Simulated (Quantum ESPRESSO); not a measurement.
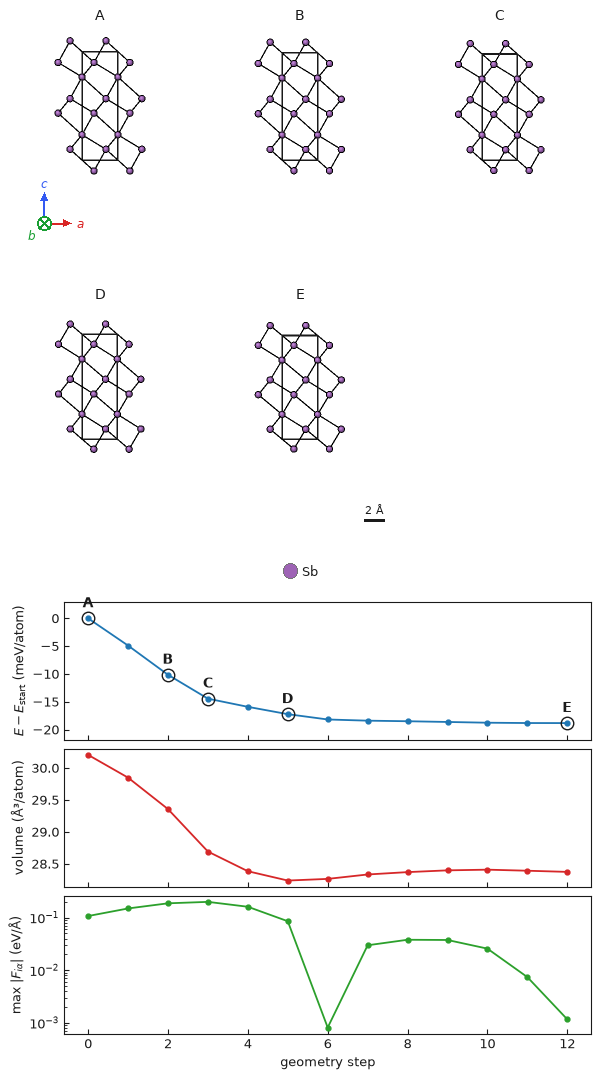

Frames of a relaxation of solid Sb (set up in R-3m), marked on the history of the run. A ball-and-stick model of the conventional cell (3 times the calculation's cell), seen along the b axis. Lengths and directions refer to the drawn axes.

The run lets cell and atoms move.

The calculation used Kohn-Sham DFT of a periodic cell, PBEsol with D3(BJ), GBRV 1.5 PBEsol (Quantum ESPRESSO 7.5).

Input file:
```
&CONTROL
  calculation = 'vc-relax'
  prefix = 'pwscf'
  outdir = './tmp'
  pseudo_dir = './pseudo'
  tprnfor = .true.
  tstress = .true.
  disk_io = 'low'
  nstep = 40
  forc_conv_thr = 0.0004
  etot_conv_thr = 1d-05
/
&SYSTEM
  ibrav = 0
  nat = 2
  ntyp = 1
  ecutwfc = 45
  ecutrho = 360
  nbnd = 22
  occupations = 'smearing'
  smearing = 'fd'
  degauss = 0.00367493
  vdw_corr = 'grimme-d3'
  dftd3_version = 4
/
&ELECTRONS
  conv_thr = 4d-10
  electron_maxstep = 120
  mixing_beta = 0.5
/
&IONS
  ion_dynamics = 'bfgs'
/
&CELL
  cell_dynamics = 'bfgs'
  press = 0
  press_conv_thr = 0.3
/
ATOMIC_SPECIES
Sb   121.7600 sb_pbesol_v1.4.uspp.F.UPF
CELL_PARAMETERS angstrom
   2.1542000000    1.2437279499    3.7580000000
  -2.1542000000    1.2437279499    3.7580000000
   0.0000000000   -2.4874558998    3.7580000000
ATOMIC_POSITIONS angstrom
Sb     0.0000000000    0.0000000000    8.6416337400
Sb     0.0000000000    0.0000000000    2.6323662600
K_POINTS automatic
8 8 8 0 0 0
```

Command:
```bash
OMP_NUM_THREADS=1 mpirun -n 2 pw.x -nk 2 -in pw.in > pw.out
```

Describe the path.

Answer. The energy falls by 18.8 meV per atom in 12 geometry steps. Largest force component: 0.11 eV/Å at the start, 0.0012 eV/Å at the end. Pressure: −2.32 GPa at the start and −0.02 GPa at the end. The largest moves relative to the cell, 0.048 Å, are those of Sb atoms. Cell: a = b 4.308 → 4.271 Å (−0.9 %), c 11.274 → 10.774 Å (−4.4 %). Volume −6.1 %. Some distances before and after: Sb–Sb 3.355 → 3.211 Å. Bond angles that change, for instance: Sb–Sb–Sb 79.9° → 83.4°, Sb–Sb–Sb 169.1° → 172.1°. The space group stays R-3m (No. 166). From step 0 to 2: volume −2.8 %, energy −10.1 meV per atom. From step 2 to 3: volume −2.3 %, energy −4.3 meV per atom. From step 3 to 5: Sb atoms move most (0.02 Å), volume −1.6 %, energy −2.8 meV per atom. From step 5 to 12: volume +0.5 %, energy −1.6 meV per atom.
